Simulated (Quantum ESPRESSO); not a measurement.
**Run report: Al, geometry relaxation (part 2 of 2)**

Continued. System: Al (P6₃/mmc, 2 atoms in the cell). Method: Kohn-Sham DFT of a periodic cell, PBEsol, GBRV 1.5 PBEsol, no spin polarisation (Quantum ESPRESSO 7.5); cutoff 612.26 eV, 11×11×6 k-mesh, fermi-dirac of 0.05 eV. The structure derives from a Materials Project entry.

Geometry of the input (Å; fractional positions):
```
2.8125  0.0000  0.0000
-1.4062  2.4357  0.0000
0.0000  0.0000  4.7695
Al 0.3333  0.6667  0.2500
Al 0.6667  0.3333  0.7500
```

Output, continued:
```
    -1.4638  -1.4638  10.8912  10.8912  17.5751  17.5751  18.8730  18.8730

          k = 0.0000 0.3160 0.0000 (  1126 PWs)   bands (ev):

    -2.4643   3.8732   3.8897  12.7160  16.1355  17.1913  18.5767  18.5779

          k = 0.0000 0.3160 0.1479 (  1127 PWs)   bands (ev):

    -2.2846   1.9705   6.1062  12.8679  16.2877  16.5362  17.2538  18.7602

          k = 0.0000 0.3160 0.2959 (  1130 PWs)   bands (ev):

    -1.7464   0.3884   8.6221  13.2354  14.5820  15.3476  16.7440  18.5643

          k = 0.0000 0.3160-0.4438 (  1124 PWs)   bands (ev):

    -0.8534  -0.8534  11.3756  11.3756  14.2732  14.2732  17.5039  17.5039

          k = 0.0000 0.4740 0.0000 (  1130 PWs)   bands (ev):

    -1.4420   4.8409   4.8522   9.5465  14.9800  15.0910  15.4487  16.9669

          k = 0.0000 0.4740 0.1479 (  1132 PWs)   bands (ev):

    -1.2633   2.9584   7.0245   9.7275  13.5611  15.2440  16.4401  17.5107

          k = 0.0000 0.4740 0.2959 (  1124 PWs)   bands (ev):

    -0.7287   1.3904   9.3444  10.3467  12.1682  15.3211  15.7030  17.5369

          k = 0.0000 0.4740-0.4438 (  1120 PWs)   bands (ev):

     0.1580   0.1580  10.7753  10.7753  12.6165  12.6165  16.4677  16.4677

          k = 0.0000 0.6320 0.0000 (  1124 PWs)   bands (ev):

    -0.0225   5.8259   6.1888   7.0480  12.4999  12.6117  14.3948  16.0902

          k = 0.0000 0.6320 0.1479 (  1123 PWs)   bands (ev):

     0.1543   4.2992   6.6990   8.5044  10.8337  14.4975  14.5481  16.2687

          k = 0.0000 0.6320 0.2959 (  1125 PWs)   bands (ev):

     0.6831   2.7728   7.2280   9.1792  11.0898  15.0082  15.8045  16.7335

          k = 0.0000 0.6320-0.4438 (  1120 PWs)   bands (ev):

     1.5593   1.5593   8.0671   8.0671  13.6867  13.6867  15.7749  15.7749

          k = 0.0000 0.7900 0.0000 (  1124 PWs)   bands (ev):

     1.7792   3.9313   7.8775   8.0814  10.1706  10.2234  14.0468  15.6704

          k = 0.0000 0.7900 0.1479 (  1129 PWs)   bands (ev):

     1.9525   4.0798   6.1980   8.2201  10.2824  12.2432  14.2002  15.8270

          k = 0.0000 0.7900 0.2959 (  1121 PWs)   bands (ev):

     2.4689   4.2403   5.0263   6.7626  12.6268  14.4793  14.6606  16.2006

          k = 0.0000 0.7900-0.4438 (  1124 PWs)   bands (ev):

     3.3093   3.3093   5.6070   5.6070  15.0575  15.0575  15.4281  15.4281

          k = 0.1368 0.2370 0.0000 (  1125 PWs)   bands (ev):

    -2.6696   3.6794   3.6925  14.4739  14.5840  19.6420  19.7324  19.8222

          k = 0.1368 0.2370 0.1479 (  1130 PWs)   bands (ev):

    -2.4896   1.7715   5.9161  14.5883  14.7351  17.6054  18.5403  18.5905

          k = 0.1368 0.2370 0.2959 (  1126 PWs)   bands (ev):

    -1.9508   0.1870   8.4421  14.0623  15.1714  15.4278  17.2251  17.2819

          k = 0.1368 0.2370-0.4438 (  1132 PWs)   bands (ev):

    -1.0566  -1.0566  11.2281  11.2281  15.6569  15.6569  16.5027  16.5027

          k = 0.1368 0.3950 0.0000 (  1127 PWs)   bands (ev):

    -1.8501   4.4542   4.4742  11.2232  13.2250  16.9435  17.0469  18.8330

          k = 0.1368 0.3950 0.1479 (  1130 PWs)   bands (ev):

    -1.6710   2.5650   6.6693  11.3842  13.3514  15.3622  17.2149  18.2437

          k = 0.1368 0.3950 0.2959 (  1127 PWs)   bands (ev):

    -1.1349   0.9908   9.1427  11.8507  13.4778  14.0781  15.3756  16.1350

          k = 0.1368 0.3950-0.4438 (  1120 PWs)   bands (ev):

    -0.2456  -0.2456  11.6875  11.6875  12.8952  12.8952  15.0289  15.0289

          k = 0.1368 0.5530 0.0000 (  1128 PWs)   bands (ev):

    -0.6290   5.5705   5.6127   8.2591  12.1992  14.1082  14.3206  18.0855

          k = 0.1368 0.5530 0.1479 (  1125 PWs)   bands (ev):

    -0.4514   3.7373   7.5923   8.5721  11.9751  12.9027  15.8882  16.8220

          k = 0.1368 0.5530 0.2959 (  1119 PWs)   bands (ev):

     0.0801   2.1847   8.6926  10.1897  10.9922  13.1050  14.9450  16.4113

          k = 0.1368 0.5530-0.4438 (  1116 PWs)   bands (ev):

     0.9613   0.9613   9.5547   9.5547  12.8837  12.8837  14.3480  14.3480

          k = 0.1368 0.7110 0.0000 (  1126 PWs)   bands (ev):

     0.9823   5.2216   7.1423   7.4152  11.0492  11.4684  12.4405  17.6151

          k = 0.1368 0.7110 0.1479 (  1123 PWs)   bands (ev):

     1.1575   5.0199   5.8375   9.1315   9.8707  12.0336  13.7164  16.0477

          k = 0.1368 0.7110 0.2959 (  1119 PWs)   bands (ev):

     1.6811   3.7299   6.1090   8.0783  11.6815  12.6995  14.4217  16.1655

          k = 0.1368 0.7110-0.4438 (  1128 PWs)   bands (ev):

     2.5459   2.5459   6.9279   6.9279  13.0335  13.0335  15.0115  15.0115

          k = 0.1368 0.8691 0.0000 (  1122 PWs)   bands (ev):

     2.9181   3.0107   8.6872   8.8777   9.4468   9.5495  11.9805  17.4553

          k = 0.1368 0.8691 0.1479 (  1125 PWs)   bands (ev):

     3.0881   3.1771   7.2573   7.3465  10.9323  11.3658  12.3824  15.8423

          k = 0.1368 0.8691 0.2959 (  1122 PWs)   bands (ev):

     3.5838   3.6614   5.7946   5.8607  12.0626  13.3674  14.0830  14.8093

          k = 0.1368 0.8691-0.4438 (  1130 PWs)   bands (ev):

     4.1682   4.1682   4.9498   4.9498  12.9394  12.9394  16.3029  16.3029

          k = 0.2737 0.4740 0.0000 (  1124 PWs)   bands (ev):

    -0.8318   5.4137   5.4202   9.9845  10.2042  15.4760  15.6674  16.4371

          k = 0.2737 0.4740 0.1479 (  1120 PWs)   bands (ev):

    -0.6539   3.5454   7.5607  10.1401  10.3835  14.1580  14.3749  17.8154

          k = 0.2737 0.4740 0.2959 (  1130 PWs)   bands (ev):

    -0.1216   1.9872   9.8066  10.5881  10.9372  12.7103  13.1253  16.2947

          k = 0.2737 0.4740-0.4438 (  1128 PWs)   bands (ev):

     0.7611   0.7611  11.1285  11.1285  11.5200  11.5200  13.6691  13.6691

          k = 0.2737 0.6320 0.0000 (  1124 PWs)   bands (ev):

     0.5817   6.3638   6.7649   7.5616   9.3636  13.0894  13.3758  15.4830

          k = 0.2737 0.6320 0.1479 (  1118 PWs)   bands (ev):

     0.7576   4.8710   7.2731   8.8275   9.6032  11.6217  13.4867  15.5628

          k = 0.2737 0.6320 0.2959 (  1117 PWs)   bands (ev):

     1.2838   3.3599   7.7916   9.4848  10.0842  11.4857  12.5318  17.1567

          k = 0.2737 0.6320-0.4438 (  1122 PWs)   bands (ev):

     2.1549   2.1549   8.5972   8.5972  10.7835  10.7835  14.6303  14.6303

          k = 0.2737 0.7900 0.0000 (  1126 PWs)   bands (ev):

     2.3751   4.5154   8.2137   8.4474   9.1404  10.7162  11.2779  15.0750

          k = 0.2737 0.7900 0.1479 (  1124 PWs)   bands (ev):

     2.5473   4.6610   6.7375   8.5628   9.2057  11.0255  12.6988  13.7084

          k = 0.2737 0.7900 0.2959 (  1120 PWs)   bands (ev):

     3.0597   4.8078   5.6110   7.2996   9.6144  11.4654  13.6156  15.5114

          k = 0.2737 0.7900-0.4438 (  1120 PWs)   bands (ev):

     3.8917   3.8917   6.1790   6.1790  10.4206  10.4206  16.1231  16.1231

          k = 0.4105 0.7110 0.0000 (  1122 PWs)   bands (ev):

     2.1783   6.2459   6.5226   8.2805   8.7453  12.0917  12.5101  13.3048

          k = 0.4105 0.7110 0.1479 (  1120 PWs)   bands (ev):

     2.3512   6.0124   6.6845   7.1578  10.0593  10.8347  11.6135  14.9163

          k = 0.4105 0.7110 0.2959 (  1118 PWs)   bands (ev):

     2.8673   4.8595   7.1548   7.2869   9.2661   9.4156  13.3882  17.0126

          k = 0.4105 0.7110-0.4438 (  1122 PWs)   bands (ev):

     3.7158   3.7158   7.7045   7.7045   8.5362   8.5362  15.9845  15.9845

          k = 0.4105 0.8691 0.0000 (  1126 PWs)   bands (ev):

     4.0950   4.1834   6.2391   9.8234   9.8717  10.5379  11.2500  12.7433

          k = 0.4105 0.8691 0.1479 (  1119 PWs)   bands (ev):

     4.2589   4.3478   6.3628   8.4709   8.6413  10.4760  12.7748  12.9332

          k = 0.4105 0.8691 0.2959 (  1110 PWs)   bands (ev):

     4.7314   4.8231   6.4662   7.0174   7.6196   9.1420  15.0825  15.2249

          k = 0.4105 0.8691-0.4438 (  1120 PWs)   bands (ev):

     5.2803   5.2803   6.0837   6.0837   8.0527   8.0527  17.2218  17.2219

     the Fermi energy is     8.0030 ev

!    total energy              =     -13.32512847 Ry
     estimated scf accuracy    <          6.5E-11 Ry
     smearing contrib. (-TS)   =      -0.00040597 Ry
     internal energy E=F+TS    =     -13.32472250 Ry

     The total energy is F=E-TS. E is the sum of the following terms:
     one-electron contribution =       6.01448842 Ry
     hartree contribution      =       0.01636141 Ry
     xc contribution           =      -8.51553797 Ry
     ewald contribution        =     -10.84003436 Ry

     convergence has been achieved in   7 iterations

     Forces acting on atoms (cartesian axes, Ry/au):

     atom    1 type  1   force =    -0.00000000   -0.00000000    0.00000000
     atom    2 type  1   force =     0.00000000    0.00000000    0.00000000

     Total force =     0.000000     Total SCF correction =     0.000000

     Computing stress (Cartesian axis) and pressure

          total   stress  (Ry/bohr**3)                   (kbar)     P=       -0.66
   0.00008720  -0.00000000   0.00000000           12.83       -0.00        0.00
  -0.00000000   0.00008720   0.00000000           -0.00       12.83        0.00
   0.00000000   0.00000000  -0.00018786            0.00        0.00      -27.64

     BFGS Geometry Optimization
     Energy error            =      4.4E-55 Ry
     Gradient error          =      4.1E-28 Ry/Bohr

     bfgs converged in   1 scf cycles and   0 bfgs steps
     (criteria: energy <  1.0E-05 Ry, force <  4.0E-04 Ry/Bohr)

     End of BFGS Geometry Optimization

     Final energy             =     -13.3251284708 Ry
Begin final coordinates

ATOMIC_POSITIONS (crystal)
Al               0.3333333333        0.6666666667        0.2500000000
Al               0.6666666667        0.3333333333        0.7500000000
End final coordinates

=------------------------------------------------------------------------------=
   JOB DONE.
=------------------------------------------------------------------------------=
```

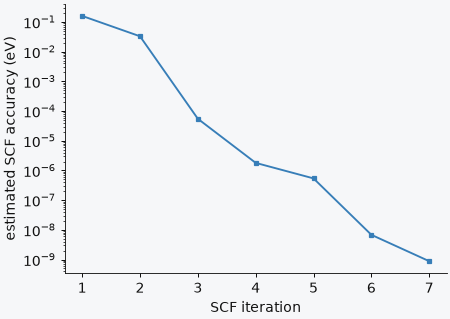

**Figure 1.** Convergence of the self-consistent field: estimated SCF accuracy against the iteration. The field takes 7 iterations in all.

Results in brief:

```tsv
quantity	value
outcome	converged
space group (tolerance 0.01 Å)	P6₃/mmc (194)
electrons treated	6
free energy	−181.2976 eV
Fermi energy	8.003 eV
gap on the k-point mesh	none (metallic)
pressure	−0.07 GPa
final volume	32.67 Å³
largest force (length of the vector)	under 0.001 eV/Å
wall time	3.9 s (CPU time 7.6 s)
peak memory	0.12 GiB
```
